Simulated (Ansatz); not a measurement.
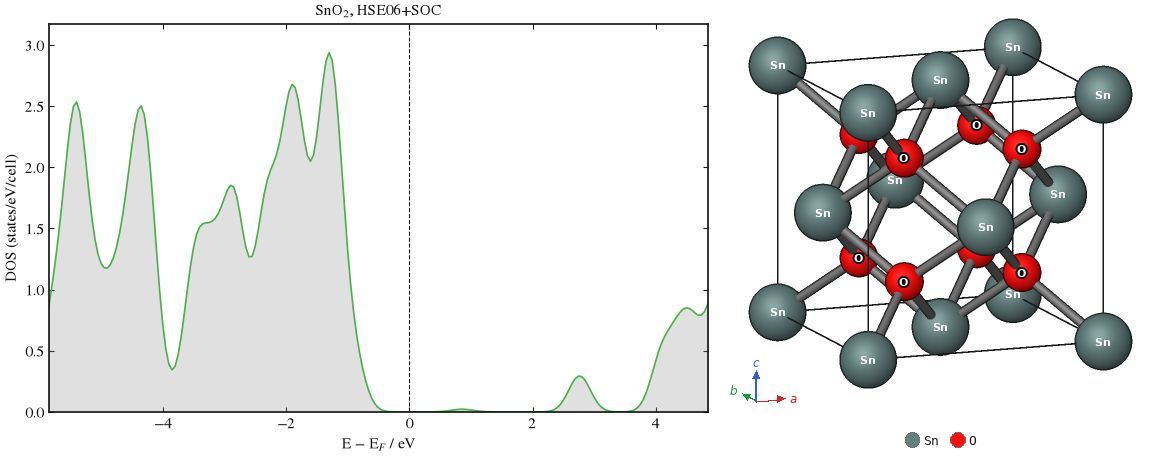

Density of states, beside the structure. Energies are counted from the Fermi level, put mid-gap where there is a gap. The curve is built from the levels of the k mesh with Gaussians 0.4 eV wide, which also blur the band edges.

Input of the run:

```
crystal:
  lattice:
    - [0.0, 2.5334667554, 2.5334667554]
    - [2.5334667554, 0.0, 2.5334667554]
    - [2.5334667554, 2.5334667554, 0.0]
  atoms:
    - { symbol: Sn, position: [0.0, 0.0, 0.0] }
    - { symbol: O, position: [0.25, 0.25, 0.25] }
    - { symbol: O, position: [0.75, 0.75, 0.75] }
kpoints:
  mp_grid: { grid: [6, 6, 6] }
  band_path:
    path:
      - [0.0, 0.0, 0.0]
      - [0.5, 0.0, 0.5]
      - [0.625, 0.25, 0.625]
      - [0.375, 0.375, 0.75]
      - [0.5, 0.5, 0.5]
      - [0.5, 0.25, 0.75]
      - [0.25, -0.5, -0.25]
    npoints: 1
hamiltonian:
  xc: hse06
scf:
  occupations: { method: fixed }
  n_extra_bands: 8
magnetization:
  noncollinear: true
  spin_orbit: true
output:
  eigenvalues: true
```

Launched with:
```bash
ansatz run input.yaml --threads 2 --pin off --max-ram 2211MiB --backend cpu --events-out ev --progress --plain --runs-dir out
```

**Metal or insulator, going by the density of states?**

There is a gap; over the k points computed it is 1.71 eV (indirect; the smallest direct gap is 3.13 eV).
